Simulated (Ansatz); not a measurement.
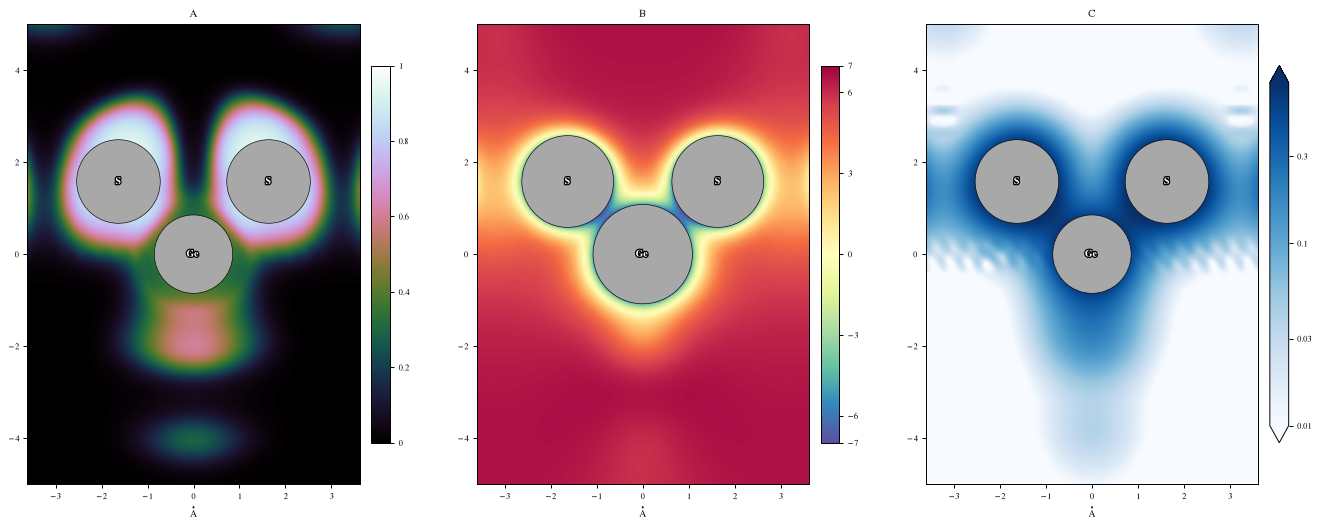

Ge₂S₅: 3 fields on the (011̄) plane of the conventional cell, with unlabelled colour scales. Grey discs cover the atomic cores.

Space group P6mm; a structure generated by program, which may or may not match a known phase.

All numbers below come from Ansatz, DFT PBE, scalar-relativistic, plane waves, PAW.

Q: Match the panels to the quantities (electron localisation function, electrostatic potential energy of an electron and valence pseudo-density).

A: Panel A: electron localisation function. Panel B: electrostatic potential energy of an electron (low next to the atoms, rising into the space between them). Panel C: valence pseudo-density. From the grid: Ge–S (2.27 Å): ρ is about 0.67 e/Å³ halfway; the ELF peaks at about 0.85 in the valence shell of S, 0.9 Å from its nucleus, and is about 0.75 at the midpoint.
